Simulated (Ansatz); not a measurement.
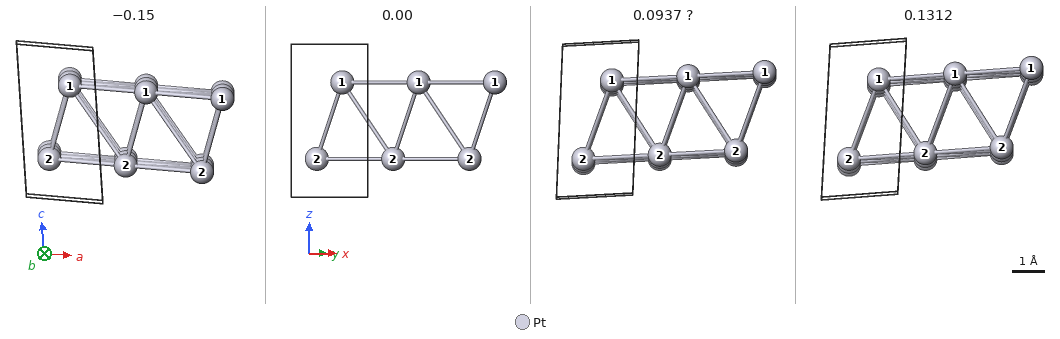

Crystalline Pt (P6_3/mmc): the cell is strained in shear in the xz plane, with the atoms kept at their fractional coordinates. x, y and z are the Cartesian axes of the input. Style: ball-and-stick. Shown: the cell of the calculation, repeated 3 × 3 × 1 with one cell outlined, along the b axis.

Theory: DFT r2SCAN, scalar-relativistic, plane waves, PAW (Ansatz 0.2.0). Set-up: plane-wave cutoff 500 eV; k-point mesh 18 × 18 × 10; occupations gaussian; smearing width 0.15 eV; no spin polarisation. Energies (free energies at the smearing named) are counted from the cell as listed in its source, which wasn't relaxed.

```
engineering shear strain  E − E(ref) (meV/atom)
                 −0.1500                    9.9
                 −0.0750                    1.5
                  0.0000                    0.0
                  0.0375                    0.2
                  0.0937                      ?
                  0.1125                    4.4
                  0.1312                    6.8
```

Q: Estimate the missing energy from the other rows, and compare with the calculation.

A: A straight line between the two neighbours gives 3.3 meV/atom. A cubic through the four nearest rows (0.0000, 0.0375, 0.1125, 0.1312) gives, with Lagrange weights, (−0.0716)(0.0) + (0.2507)(0.2) + (1.2516)(4.4) + (−0.4306)(6.8) = 2.6 meV/atom. The calculation gives 2.7 meV/atom, so the cubic is 0.1 meV/atom too low and the straight line 0.6 meV/atom too high, as the curve bends upwards here.

The whole profile:

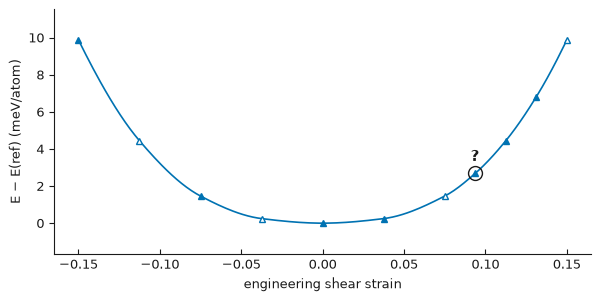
